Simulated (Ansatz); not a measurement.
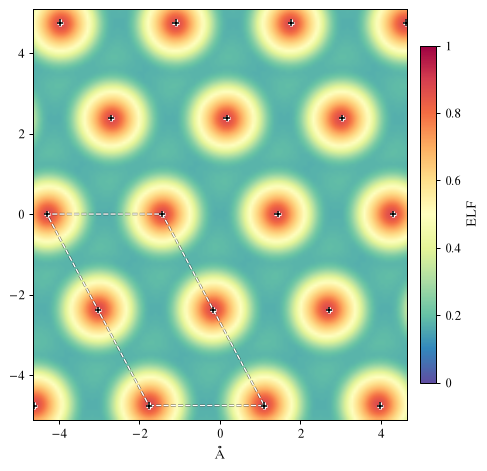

The electron localisation function on a plane through atoms (crosses mark nuclei in the plane).

The calculation used DFT LDA, scalar-relativistic, plane waves, PAW in Ansatz.

Candidates:
A. ZnO, a = 5.44 Å, b = 5.44 Å, c = 3.20 Å, α = 90.00°, β = 90.00°, γ = 90.00°. Space group P4₂/mnm; a structure from a database of computed crystals, not necessarily the ambient phase.
B. Ag, a = 3.81 Å, b = 3.81 Å, c = 2.87 Å, α = 90.00°, β = 131.71°, γ = 90.00°. Space group I4/mmm; a structure from a database of computed crystals, not necessarily the ambient phase; changed on purpose from its base cell (band edges of the strained film's bulk); computed pressure about 5 GPa in this cell.

> Which candidate gave the map?

Candidate B: Ag on the (110) plane of the calculation cell, which holds Ag. Ag–Ag (2.70 Å): the ELF is about 0.20 at the midpoint (no localised pair shows between them). Ag–Ag (2.87 Å): the ELF is about 0.15 at the midpoint (no shared electron pair shows on this line).
